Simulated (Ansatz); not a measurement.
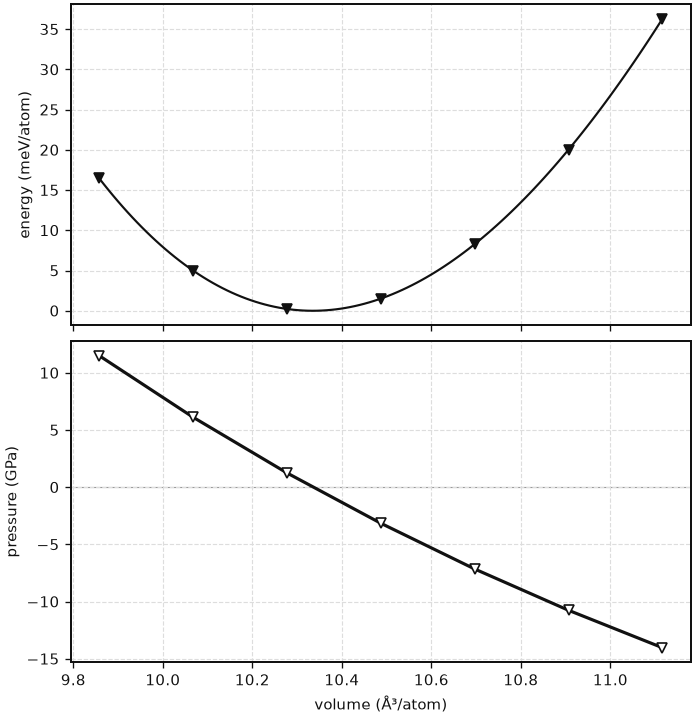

Plotted: energy and pressure against volume for SiC, space group P6_3mc (No. 186).

Starting cell:
```xyz
12
Lattice="3.0950 0.0000 0.0000 -1.5475 2.6803 0.0000 0.0000 0.0000 15.1700" Properties=species:S:1:pos:R:3 pbc="T T T"
Si    1.5475    0.8934    6.9524
Si    0.0000    1.7869   14.5374
Si    1.5475    0.8934   12.0101
Si    0.0000    1.7869    4.4251
Si    0.0000    0.0000    9.4812
Si    0.0000    0.0000    1.8962
C     1.5475    0.8934    5.0562
C     0.0000    1.7869   12.6412
C     1.5475    0.8934   10.1138
C     0.0000    1.7869    2.5288
C     0.0000    0.0000    7.5850
C     0.0000    0.0000    0.0000
```

Calculation (Ansatz 0.2.0): plane-wave DFT, no spin polarisation; energies at scaled volumes of the given cell, shape and fractions fixed, counted from the fit's minimum, third-order Birch-Murnaghan fit. Level: PBEsol.

```tsv
setting	value
k mesh	10×10×2
occupations	Fermi–Dirac
smearing width	0.05 eV
potentials	Ansatz PAW
wave cutoff	420 eV
density cutoff	1680 eV
```

**How stiff is the solid, and where is its volume at rest?**

A third-order Birch–Murnaghan fit gives V0 = 10.34 Å³/atom, B0 = 222 GPa and B′ = 3.9.

**How does the pressure vary with volume?**

It falls from 11.50 GPa at volume 9.86 Å³/atom to −14.03 GPa at 11.12 Å³/atom, and changes sign near 10.34 Å³/atom.

Limits of the calculation: shape and atomic fractions are frozen while scaling, which makes layered, chain and framework solids too stiff.
